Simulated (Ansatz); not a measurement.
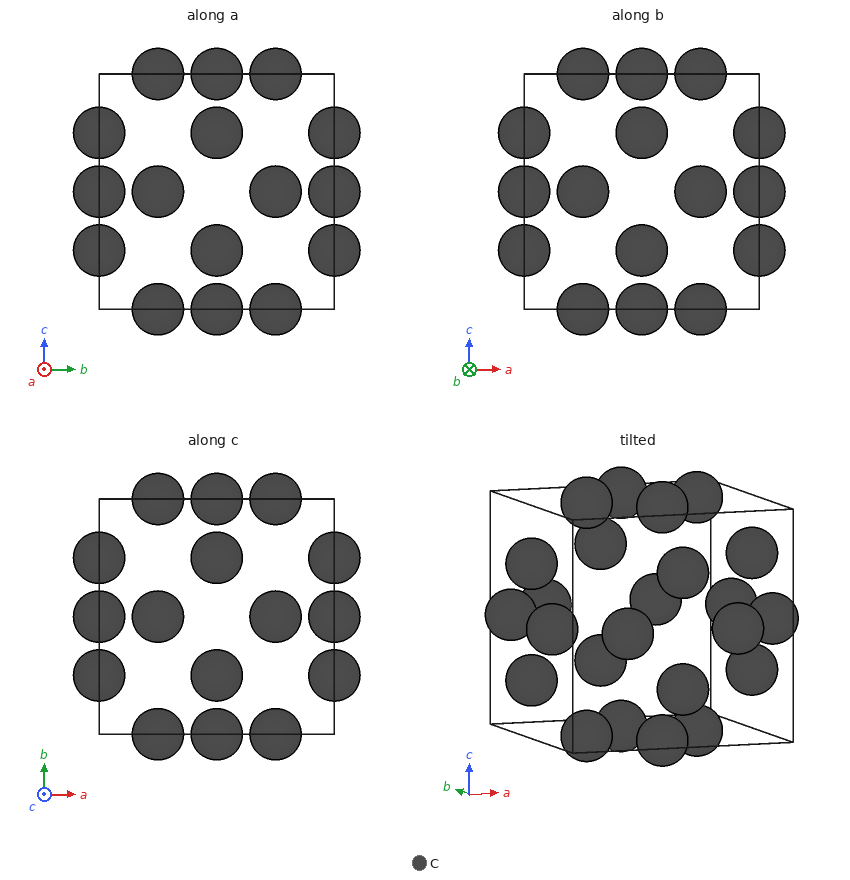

View along the a axis, along the b axis, along the c axis and slightly off an axis, drawn as a spheres-only model. The wireframe shows the conventional unit cell.

Lattice parameters: a = 4.3818 Å, b = 4.3818 Å, c = 4.3818 Å, α = 90.000°, β = 90.000°, γ = 90.000°.

Question: Give the structure in the form of a CIF in P1 with every atom of the cell.

Answer:
```cif
data_structure
_symmetry_space_group_name_H-M 'P 1'
_symmetry_Int_Tables_number 1
_cell_length_a 4.3818
_cell_length_b 4.3818
_cell_length_c 4.3818
_cell_angle_alpha 90.000
_cell_angle_beta 90.000
_cell_angle_gamma 90.000
_cell_volume 84.13
loop_
_atom_site_label
_atom_site_type_symbol
_atom_site_fract_x
_atom_site_fract_y
_atom_site_fract_z
_atom_site_occupancy
C1 C 0.0000 0.5000 0.2500 1
C2 C 0.5000 0.0000 0.2500 1
C3 C 0.2500 0.5000 0.0000 1
C4 C 0.0000 0.2500 0.5000 1
C5 C 0.2500 0.0000 0.5000 1
C6 C 0.5000 0.2500 0.0000 1
C7 C 0.5000 0.0000 0.7500 1
C8 C 0.0000 0.5000 0.7500 1
C9 C 0.7500 0.0000 0.5000 1
C10 C 0.5000 0.7500 0.0000 1
C11 C 0.7500 0.5000 0.0000 1
C12 C 0.0000 0.7500 0.5000 1
```

The model was built from a structure type filled with this element by a generator (whether the element takes this form wasn't checked). The picture shows the end point of a geometry optimisation with Ansatz, DFT PBE, scalar-relativistic, plane waves, PAW.
